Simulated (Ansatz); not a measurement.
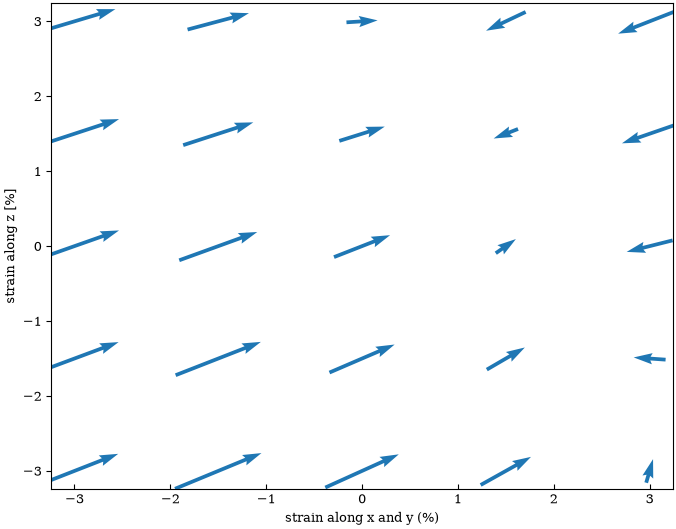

Ti (Fm-3m, No. 225; 1 atom in the cell). 
- The cell is strained homogeneously, by one strain along x and y and another along z, with fractional coordinates fixed (x, y and z along the cube axes).
- First axis: strain along x and y. Second axis: strain along z.
- The grid has 5 × 5 points.
- Points are written as (first, second).
- The reference cell is the one listed in the database, not relaxed at this level.
- The calculation used Ansatz, DFT r2SCAN, scalar-relativistic, plane waves, PAW. Settings: cutoff 500 eV, k-mesh 20×20×20, gaussian smearing 0.15 eV, no spin polarisation.

In the figure: arrows along the force (downhill), their lengths compressed.

Question: The arrows alone are given. Where is the energy lowest?

Answer: The arrows converge at about (1.3 %, 1.3 %) (read from the interpolated surface).

The energy map of the same scan:

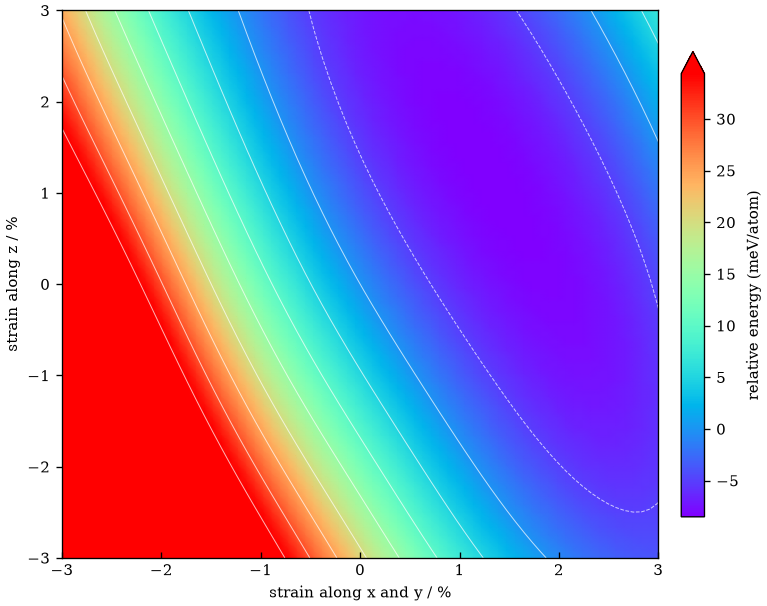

Energies are in meV/atom, from the unstrained cell; between grid points the surface is interpolated.
